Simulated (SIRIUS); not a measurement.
# BP: 7 runs along one coordinate

System: BP (2 atoms in the cell).
Method: Kohn-Sham DFT of a periodic cell, PBEsol, dojo-sr-pbesol-0.4.1-standard, no spin polarisation (SIRIUS 7.10.0).

The 7 runs differ only in the geometry, by an even scaling of the cell at fixed fractional positions. The structure derives from an entry of the Crystallography Open Database.

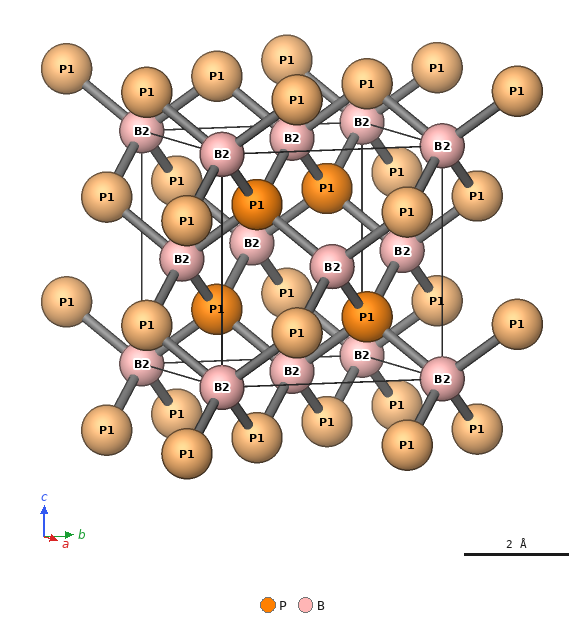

Figure 1. The structure of run 4 (ball-and-stick view of the cell 4 times as large as that of the calculation, set on its symmetry axes, seen slightly off an axis; neighbours outside the cell are drawn fainter; atoms are numbered from 1 in the order of the input). An atom can appear more than once, as a periodic image.

## Input of run 4
```
{
  "control": {
    "processing_unit": "cpu",
    "verbosity": 2,
    "num_bands_to_print": 10,
    "print_forces": true,
    "print_stress": true
  },
  "parameters": {
    "electronic_structure_method": "pseudopotential",
    "xc_functionals": ["XC_GGA_X_PBE_SOL", "XC_GGA_C_PBE_SOL"],
    "gk_cutoff": 8.8,
    "pw_cutoff": 17.6,
    "ngridk": [10, 10, 10],
    "shiftk": [0, 0, 0],
    "smearing": "fermi_dirac",
    "smearing_width": 0.0018374661,
    "num_bands": 10,
    "num_mag_dims": 0,
    "num_dft_iter": 100,
    "energy_tol": 1e-08,
    "density_tol": 1e-06
  },
  "iterative_solver": {
    "type": "davidson",
    "min_tolerance": 1e-09,
    "tolerance_scale": [0.1, 0.25]
  },
  "mixer": {
    "type": "anderson",
    "beta": 0.7,
    "max_history": 8
  },
  "settings": {
    "tol_ne": 1e-10,
    "pseudo_grid_cutoff": 6.5
  },
  "unit_cell": {
    "lattice_vectors": [
      [0.0, 4.287788576776, 4.287788576776],
      [4.287788576776, 0.0, 4.287788576776],
      [4.287788576776, 4.287788576776, 0.0]
    ],
    "atom_coordinate_units": "lattice",
    "atom_types": ["P", "B"],
    "atom_files": {
      "P": "P.json",
      "B": "B.json"
    },
    "atoms": {
      "P": [
        [0.75, 0.75, 0.75]
      ],
      "B": [
        [0.0, 0.0, 0.0]
      ]
    }
  }
}
```

Command:
```bash
upf_to_json P.upf
upf_to_json B.upf
OMP_NUM_THREADS=1 sirius.scf --input=sirius.json --output=out.json --task=0
```

Lattice vectors (Å) and fractional positions of run 4:
```
   0.000000    2.269000    2.269000
   2.269000    0.000000    2.269000
   2.269000    2.269000    0.000000
P   0.750000  0.750000  0.750000
B   0.000000  0.000000  0.000000
```

Run 6 has the same physical settings and fractional positions; its lattice vectors (Å) are:
```
   0.000000    2.298859    2.298859
   2.298859    0.000000    2.298859
   2.298859    2.298859    0.000000
```

## Results, with one run withheld

```csv
run,volume per atom (Å³),"free energy per atom, from the lowest run given (meV)",pressure (GPa),gap on the mesh (eV)
1,10.981,15.49,9.35,1.06
2,11.214,4.88,5.23,1.09
3,11.448,0.00,1.49,1.11
4,11.682,0.31,−1.90,1.14
5,11.915,5.35,−4.98,1.16
6,12.149,?,?,?
7,12.383,27.87,−10.32,1.21
```

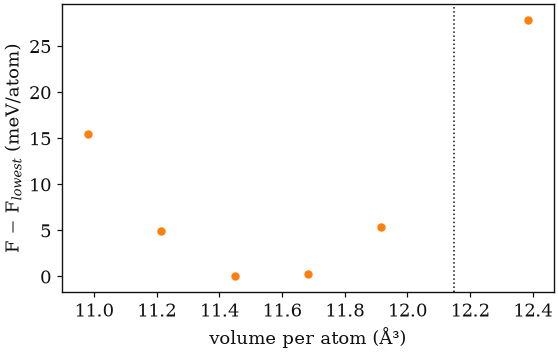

Figure 2. Free energy per atom of the runs given; the dotted line marks run 6.

Fit the runs given and predict run 6.

A cubic polynomial in V^(−2/3) (the Birch–Murnaghan form), fitted to the 6 runs given, misses them by at most 0.01 meV per atom. With x = V^(−2/3) − 0.19527 Å⁻², it reads F = −0.40343 − 325.85 x + 3.577e+05 x² − 85211 x³ (meV per atom). At run 6 it gives 14.67 meV per atom, and the run itself gives 14.66. The slope of the fit gives a pressure −dF/dV of −7.75 GPa there, and the run prints −7.78 GPa. The fit has its minimum at 11.549 Å³ per atom, where V d²F/dV² gives 169 GPa: the bulk modulus at this level, since symmetry fixes the shape and the positions. The gap on the mesh goes, without turning, from 1.06 eV in run 1 to 1.21 eV in run 7; run 6 has 1.19 eV. These are gaps of this functional on this mesh, which can miss the band edges; they aren't the measured gap.

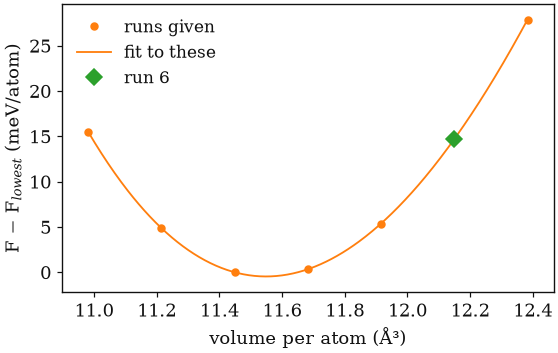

Figure 3. The fit and the withheld run.

## Some lines of the output (run 6)
```
[...]
[find] Efermi                         :       0.34015222
[find] Total energy                   :      -9.88906570 (Ha),     -19.77813140 (Ry)
[find] Free energy (E-TS)             :      -9.88906570 (Ha),     -19.77813140 (Ry)
[find] band gap (eV)                  :       1.18675964
[find] Efermi                         :       0.34015418
[find] Total energy                   :      -9.88906571 (Ha),     -19.77813141 (Ry)
[find] Free energy (E-TS)             :      -9.88906571 (Ha),     -19.77813142 (Ry)
[find] band gap (eV)                  :       1.18675314
[find] Efermi                         :       0.34015466
[find] Total energy                   :      -9.88906571 (Ha),     -19.77813142 (Ry)
[find] band gap (eV)                  :       1.18674805
[find] Efermi                         :       0.34015463
[find] band gap (eV)                  :       1.18674934
[find] Efermi                         :       0.34015459
```
